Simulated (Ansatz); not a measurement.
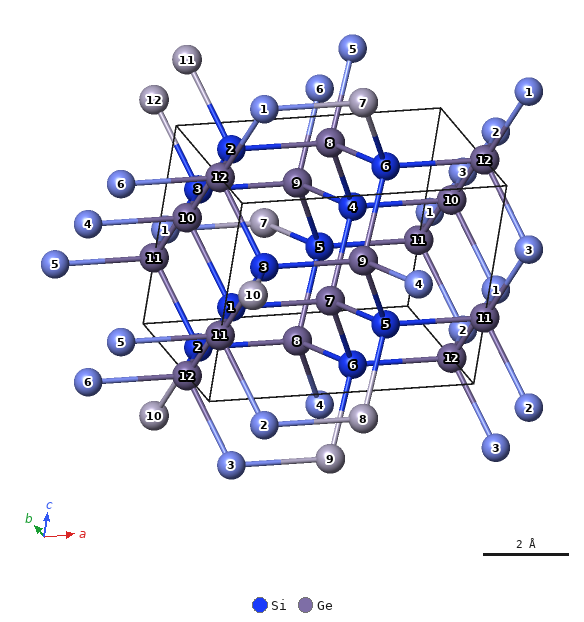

*The structure (ball-and-stick view of the cell of the calculation, seen slightly off an axis; neighbours outside the cell are drawn fainter; atoms are numbered from 1 in the order of the input). An atom can appear more than once, as a periodic image.*

GeSi: single-point calculation

- system: GeSi (P6₃mc, 12 atoms in the cell)
- method: DFT PBEsol, scalar-relativistic, plane waves, PAW, no spin polarisation (Ansatz 0.2.0)

The structure derives from a Materials Project entry. It belongs to a series of runs on one base structure; here: band edges sought over the zone. Figures and captions count atoms from 1; the log counts them from 0 in places.

Output
```
Engine: ansatz 0.2.0, aarch64-unknown-linux-gnu
Pseudopotentials: kind: paw
Pseudopotential: Si, paw, valence charge 4, recommended cutoff 420 eV (normal), Si.paw.azcp
Pseudopotential: Ge, paw, valence charge 14, recommended cutoff 420 eV (normal), Ge.paw.azcp
Functional definition: PBEsol
  exchange = pbesol_x
  correlation = pbesol_c
Crystal: 12 atoms, lattice volume = 254.700 Å³
Basis set: ecut = 420 eV, 4989 PW (Γ), exchange–correlation on 90×96×96 points (8 copies of the dense FFT grid, shifted against one another)
Bands: 66, of which v1, the nominal top of the filled ones, is band 54 counted from 1 (53 counted from 0)
Symmetry: 36 space group operations
Space group: P63mc (ITA 186), of the structure as read, at distance tolerance 6.3e-5 Å
k-points: 28 of 216 (time reversal used)
Non-local potential: Si, projectors of the file, l = 0: 2, l = 1: 2, l = 2: 2
Non-local potential: Ge, projectors of the file, l = 0: 2, l = 1: 2, l = 2: 3, l = 3: 1
PAW form: soft (Blöchl's): semilocal exchange-correlation on the pseudo side does not see the compensation charge
PAW frozen core: Si, regenerated for the run's functional, and the local potential with it (the file was generated under x = pbe(κ = 0.804, μ = 0.2195149727645171), c = pbe(β = 0.06672455060314922))
PAW frozen core: Ge, regenerated for the run's functional, and the local potential with it (the file was generated under x = pbe(κ = 0.804, μ = 0.2195149727645171), c = pbe(β = 0.06672455060314922))
PAW one-centre angular grid: Si, 110 points (default); XC on 64 Gauss nodes
PAW one-centre angular grid: Ge, 590 points (default); XC on 64 Gauss nodes
Initial density: read from a saved state, or passed on in memory by an earlier SCF of this step, an earlier step, the calling program or the single point that the run made first
Initial wavefunctions: pseudopotential atomic-orbital guess
Functional: x = pbesol(κ = 0.804, μ = 0.12345679012345678), c = pbesol(β = 0.046)
iter 1 solved again at ethr=2.94e-7 eV; its pass at ethr=3.10e-3 eV (dr2=3.17e-4 eV) is discarded
SCF iter   1: F=—  HF=-29249.598507 eV  |F-HF|=—  |Δ(HF+E_count)|=         —  Δρ=1.46e-6  dr2=2.37e-9  ethr=2.94e-7  ⟨swp⟩=3.5  Hψ=11393  notcnv=0
eigensolver tolerance schedule: the retry pair's looser diagonalisation over-reported the residual by 133864.64 of it (diagonalisation noise at an unbounded share of the residual, at the tolerance the schedule requests for it); recorded, not acted on — ethr = c·dr2/N_el stays at c = 1.0e-1
preconditioner: auto → Resta (q_TF=auto, 2.365 Å⁻¹)  ε∞=5.0  [insulator: Δε(μ)=0.347 eV  Ē_g=8.017 eV  σ=0.010 eV  W_gap=1.00  n_scr=70 (ndim 8)  ℏωp=16.1 eV  f_vac=0.012  D(μ)=0.00/eV (n_scr^D=0)  ε∞_Penn≈5.0]
SCF iter   2: F=—  HF=-29249.598463 eV  |F-HF|=—  |Δ(HF+E_count)|=   4.41e-5  Δρ=1.41e-6  dr2=2.02e-9  ethr=2.19e-12  ⟨swp⟩=7.2  Hψ=7650  notcnv=0
SCF iter   3: F=-29249.598463 eV  HF=-29249.598463 eV  |F-HF|=1.70e-9  |Δ(HF+E_count)|=   2.00e-9  Δρ=9.58e-7  dr2=9.66e-10  ethr=1.87e-12  ⟨swp⟩=1.0  Hψ=4648  notcnv=0
SCF 1 converged in 3 iterations: F = -29249.598463 eV  dr2 = 9.66e-10
  greatest PAW one-centre occupation: 0.998 electrons in one spin orbital (limit 2), on the Ge atom at site 8 (counted from 0), in its partial waves of l = 2
NSCF: frozen V_eff on 28 k-points
NSCF: frozen V_eff on 28 k-points
NSCF: frozen V_eff on 28 k-points
NSCF: frozen V_eff on 28 k-points
NSCF: frozen V_eff on 9 k-points
NSCF: frozen V_eff on 8 k-points
NSCF: frozen V_eff on 28 k-points
NSCF: frozen V_eff on 6 k-points
NSCF: frozen V_eff on 26 k-points
NSCF: frozen V_eff on 19 k-points
NSCF: frozen V_eff on 14 k-points
NSCF: frozen V_eff on 5 k-points
NSCF: frozen V_eff on 7 k-points
NSCF: frozen V_eff on 5 k-points
NSCF: frozen V_eff on 7 k-points
NSCF: frozen V_eff on 5 k-points
NSCF: frozen V_eff on 3 k-points
SCF converged after 3 iterations
Free energy (F): -29249.598463 eV
Harris-Foulkes:  -29249.598463 eV  (|F-HF|=1.70e-9)
Internal energy: -29249.598463 eV  (E = F + TS)
E sigma→0 (E₀):  -29249.598463 eV
Fermi energy:    7.822375 eV
--- Per-component energies (eV) ---
  E_band       = -916.194632
  E_kinetic    = 911.397321
  E_local      = -15904.037187  (includes V_loc(G=0)·N_el)
  E_nonlocal   = 2679.991188
  E_hartree    = 6983.751371
  E_xc         = -778.149857
  E_vxc        = -669.876877  (∫ρ·V_xc dr)
  E_paw        = -14871.415641  (= ΣΔE_a)
  E_vpaw       = -1901.171539  (= ΣTr[D̂ρ^β])
  E_aug_tail   = 0.001871  (compensation charges beyond the density's cutoff)
  E_ewald      = -8276.834509
  E_core_change = 5.696981  (= ΣΔE_core)
  E_smearing   = -0.000000  (= −TS)
  E_closure    = 0.000000  (closes the sum)
  Σ components = -29249.598463   (vs F -29249.598463, Δ=0.00e0)
--- Forces (eV/Å), atoms counted from 1 ---
  atom   1  Si    -0.00000000     0.00000000    -0.00119553
  atom   2  Si    -0.00000000     0.00000000    -0.00119553
  atom   3  Si    -0.00000000     0.00000000    -0.00119553
  atom   4  Si     0.00000000    -0.00000000    -0.00119553
  atom   5  Si     0.00000000    -0.00000000    -0.00119553
  atom   6  Si     0.00000000    -0.00000000    -0.00119553
  atom   7  Ge     0.00000000     0.00000000     0.00119512
  atom   8  Ge     0.00000000     0.00000000     0.00119512
  atom   9  Ge     0.00000000    -0.00000000     0.00119512
  atom  10  Ge    -0.00000000    -0.00000000     0.00119512
  atom  11  Ge    -0.00000000    -0.00000000     0.00119512
  atom  12  Ge    -0.00000000    -0.00000000     0.00119512
  max |Σ_I F_I| component: 2.48e-6 eV/Å
--- Stress (GPa, compression-positive) ---
       -0.007445       0.000000      -0.000000
       -0.000000      -0.007445       0.000000
        0.000000       0.000000       0.011902
  P = ⅓ Tr σ = -0.0010 GPa (-0.010 kbar)
--- Band table (eV; the first three rows and the last of 28) ---
  k-point 0: bands = ["-16.9209", "-16.9209", "-16.9200", "-16.9200", "-16.9200", "-16.9200", "-16.9176", "-16.9176", "-16.9151", "-16.9151", "-16.9148", "-16.9148", "-16.9117", "-16.9117", "-16.9117", "-16.9117", "-16.9103", "-16.9103", "-16.8921", "-16.8921", "-16.8916", "-16.8916", "-16.8899", "-16.8899", "-16.8899", "-16.8899", "-16.8882", "-16.8882", "-16.8869", "-16.8869", "-5.0271", "-2.8655", "-2.0294", "-2.0294", "-2.0294", "-2.0294", "0.1439", "0.5566", "0.5566", "0.5566", "0.5566", "2.3921", "2.3921", "3.9872", "3.9872", "3.9872", "3.9872", "4.2476", "4.2476", "6.0637", "6.0637", "7.3327", "7.6489", "7.6489", "8.0524", "8.6142", "8.6142", "9.1263", "9.6776", "9.6776", "10.3039", "11.9209", "11.9209", "12.4250", "12.4250", "12.4250"]
  k-point 1: bands = ["-16.9217", "-16.9211", "-16.9210", "-16.9204", "-16.9196", "-16.9194", "-16.9178", "-16.9171", "-16.9151", "-16.9151", "-16.9145", "-16.9142", "-16.9132", "-16.9130", "-16.9106", "-16.9104", "-16.9100", "-16.9098", "-16.8924", "-16.8923", "-16.8919", "-16.8919", "-16.8910", "-16.8900", "-16.8896", "-16.8891", "-16.8884", "-16.8879", "-16.8866", "-16.8863", "-4.9225", "-2.7604", "-2.7059", "-2.5255", "-1.6225", "-1.4489", "-0.1324", "0.0215", "0.1886", "1.0495", "1.3339", "2.6448", "2.6526", "3.4284", "3.6217", "4.3956", "4.5177", "4.5886", "4.5955", "5.1204", "5.8090", "6.5912", "7.1606", "7.4208", "8.8127", "8.8641", "8.9097", "9.5374", "9.6793", "10.0917", "10.8208", "10.8904", "11.7251", "11.8667", "11.8809", "11.9895"]
  k-point 2: bands = ["-16.9238", "-16.9217", "-16.9213", "-16.9198", "-16.9197", "-16.9196", "-16.9179", "-16.9161", "-16.9152", "-16.9152", "-16.9150", "-16.9134", "-16.9134", "-16.9126", "-16.9106", "-16.9100", "-16.9097", "-16.9089", "-16.8935", "-16.8925", "-16.8920", "-16.8920", "-16.8916", "-16.8906", "-16.8890", "-16.8888", "-16.8887", "-16.8873", "-16.8863", "-16.8852", "-4.6125", "-3.4509", "-2.8381", "-2.4500", "-1.4991", "-1.3939", "-0.2847", "-0.2575", "0.2652", "1.2142", "2.3500", "2.8903", "2.9846", "3.3126", "3.8365", "3.9446", "4.5731", "4.9991", "5.1477", "5.1579", "5.3236", "5.4826", "6.7120", "6.8003", "8.9443", "9.4372", "9.4438", "9.7379", "9.7602", "10.0170", "10.5488", "10.8905", "11.0386", "11.1954", "11.2470", "11.4955"]
  k-point 27: bands = ["-16.9224", "-16.9224", "-16.9224", "-16.9224", "-16.9224", "-16.9224", "-16.9131", "-16.9131", "-16.9131", "-16.9131", "-16.9131", "-16.9131", "-16.9118", "-16.9118", "-16.9118", "-16.9118", "-16.9118", "-16.9118", "-16.8916", "-16.8916", "-16.8916", "-16.8916", "-16.8916", "-16.8916", "-16.8879", "-16.8879", "-16.8879", "-16.8879", "-16.8879", "-16.8879", "-3.0938", "-3.0938", "-3.0938", "-3.0938", "-3.0938", "-3.0938", "1.3054", "1.3054", "1.3054", "1.3054", "1.3054", "1.3054", "4.7329", "4.7329", "4.7329", "4.7329", "4.7329", "4.7329", "5.4074", "5.4074", "5.4074", "5.4074", "5.4074", "5.4074", "8.5932", "8.5932", "8.5932", "8.5932", "8.5932", "8.5932", "10.3213", "10.3213", "10.3213", "10.3213", "10.3213", "10.3213"]
```

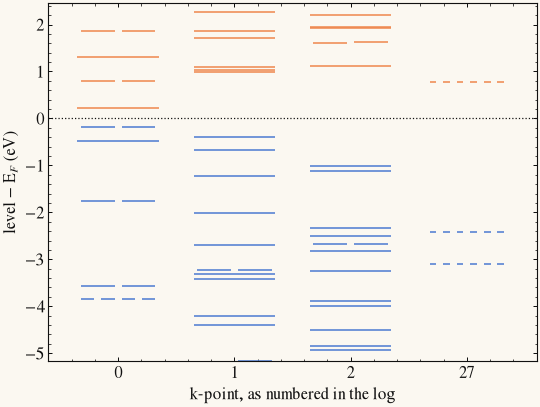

*Kohn–Sham levels near the Fermi level (dotted) at the few k-points that the log prints; levels within 0.02 eV of each other stand side by side.*

Among these points the highest filled and lowest empty levels are 0.40 eV apart; the gap on the full mesh, 0.35 eV, has an edge at a point that isn't printed.

The run was set up as follows.

The input
```yaml
crystal:
  lattice:
    - [0.0, 0.0, -6.4433927765]
    - [-5.8508953459, -3.378016003, 0.0]
    - [0.0, 6.7560320059, 0.0]
  atoms:
    - { symbol: Si, position: [0.1254536578, 0.3333333333, 0.3333333333] }
    - { symbol: Si, position: [0.1254536578, 0.6666666667, 1.0] }
    - { symbol: Si, position: [0.1254536578, 1.0, 0.6666666667] }
    - { symbol: Si, position: [0.6254536578, 0.6666666667, 0.6666666667] }
    - { symbol: Si, position: [0.6254536578, 1.0, 0.3333333333] }
    - { symbol: Si, position: [0.6254536578, 0.3333333333, 1.0] }
    - { symbol: Ge, position: [0.4995473422, 0.3333333333, 0.3333333333] }
    - { symbol: Ge, position: [0.4995473422, 0.6666666667, 1.0] }
    - { symbol: Ge, position: [0.4995473422, 1.0, 0.6666666667] }
    - { symbol: Ge, position: [0.9995473422, 0.6666666667, 0.6666666667] }
    - { symbol: Ge, position: [0.9995473422, 1.0, 0.3333333333] }
    - { symbol: Ge, position: [0.9995473422, 0.3333333333, 1.0] }
basis:
  ecutwfc: 420
kpoints:
  mp_grid: { grid: [6, 6, 6] }
  band_path: { path: [VBM, CBM], npoints: 2 }
hamiltonian:
  xc: pbesol
scf:
  occupations: { method: gaussian, width: 0.01 }
output:
  forces: true
  stress: true
  eigenvalues: true
checkpoint:
  read: start.run
  write: ck
  compress: false
  write_wavefunctions: false
  write_every: 100000
```

Launched with:
```bash
ansatz run input.yaml --threads 2 --pin off --max-ram 5120MiB --backend cpu --events-out ev --progress --plain --runs-dir out
```

Key numbers

- outcome: converged
- space group (tolerance 0.01 Å): P6₃mc (186)
- electrons treated: 108
- free energy: −29249.5985 eV
- Fermi energy: 7.822 eV
- gap on the k-point mesh: 0.35 eV
- gap on the band path: 0.35 eV
- pressure: 0.00 GPa
- largest force (length of the vector): 0.001 eV/Å
- hardware: 2 threads of Arm Neoverse V1, 24 GiB of memory available, shared host
- wall time: 2.1 min (CPU time 4.2 min)
- peak memory: 0.69 GiB
